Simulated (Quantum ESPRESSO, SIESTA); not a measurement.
# Deformation of the band gap of zincblende CdTe under volume change, QE, PBEsol

Calculated with Quantum ESPRESSO 7.5: PBEsol; plane waves, GBRV 1.5 ultrasoft, 45/270 Ry; k-mesh 6×6×6. The volume is changed from typed lattice constants. The typed cell is scaled evenly, with no relaxation, and each row is a single point. The gap is that between the highest filled and lowest empty Kohn-Sham level on the mesh.

```
volume change (%)  gap on the mesh (eV)
               -8                0.6929
               -6                0.6305
               -4                0.5701
               -2                0.5117
                0                 0.455
               +2                0.4002
               +4                     ?
               +6                0.2961
               +8                0.2467
```

Task: Fit a second-order form in the logarithmic strain to the rows given and interpolate to the withheld row.

Worked fit:

With u = ln[(1 + ε)/(1 + ε0)], counted from the row at ε0 = +0 % where y0 = 0.455, a second-order form y = y0 + a u + b u² makes v = (y − y0)/u a line in u.

| u | v |
| --- | --- |
| -0.0833816 | -2.85315 |
| -0.0618754 | -2.83635 |
| -0.0408220 | -2.81956 |
| -0.0202027 | -2.80655 |
| 0.0198026 | -2.76731 |
| 0.0582689 | -2.72701 |
| 0.0769610 | -2.70656 |

With n = 7: mean u = -0.00732131, mean v = -2.78807, Σ(u − ū)² = 0.022191, Σ(u − ū)(v − v̄) = 0.020314. Slope b = 0.020314 / 0.022191 = 0.91541; intercept a = v̄ − b ū = -2.7814.

At the withheld row u = 0.03922, v = a + b u = -2.745, and y = y0 + u v.

Prediction at +4: 0.3473 eV. The run gave 0.3473 eV, so the fit is high by 2.1e-5 eV (0.0060 % of the value).

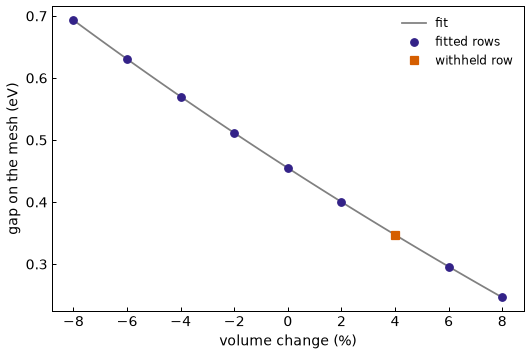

The fit, the rows that it rests on and the withheld row.

The first-order term, -2.78 eV per unit of ln V, is the slope of the fitted parabola at ε0; it is a deformation potential only where one valley holds the gap over the whole range, and a kink or a flat stretch in the table makes it differ from the local slope. The second-order term makes up 1.3 % of v at the withheld row. Among the rows given, the largest miss of the fit is at -8, by 3.8e-4 eV (0.085 % of the range of the table).

Limits: The nuclei are static. The DFT runs use Fermi–Dirac occupations of width 0.01 eV, and energies are free energies. The mesh holds the band edges only if they lie on it, and semilocal functionals put gaps under measured ones.

[Logs are printed without paths, hosts, clocks, repeated set-up lines and the standing remarks that a program may print on its own settings, such as how far it seeks lower states.]

[Hosts, paths, dates, database ids (printed as entryN), source tags and the programs' standing remarks are cut or masked in the printed files.]
